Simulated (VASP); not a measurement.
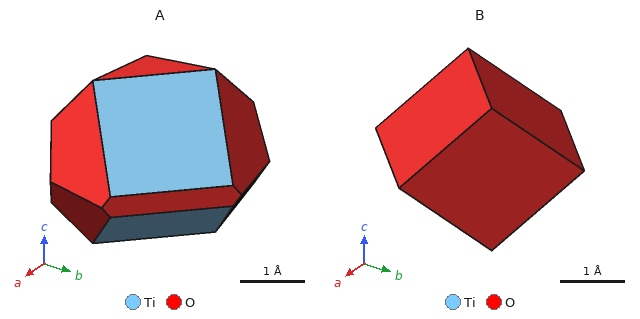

Computed Voronoi cells of the 2 sites of this structure, drawn to one scale and in one orientation; each face has the colour of the neighbour behind it.

TiO2, space group P4_2/mnm (No. 136), a = 4.552 Å, b = 4.552 Å, c = 2.921 Å, α = 90.00°, β = 90.00°, γ = 90.00°

```tsv
site	Wyckoff	x	y	z
Ti	2a	0.5000	0.5000	0.5000
O	4g	0.8038	0.8038	0.5000
```

Origin: the geometry relaxed with VASP Kohn-Sham DFT of a periodic cell, LDA, VASP PAW LDA potentials, recommended (VASP).

> Which cell belongs to which site?

A is O (16 faces above 1 % of the solid angle, 11.4 Å³, facing O 50 %, Ti 50 %); B is Ti (6 faces above 1 % of the solid angle, 7.4 Å³, facing only O).
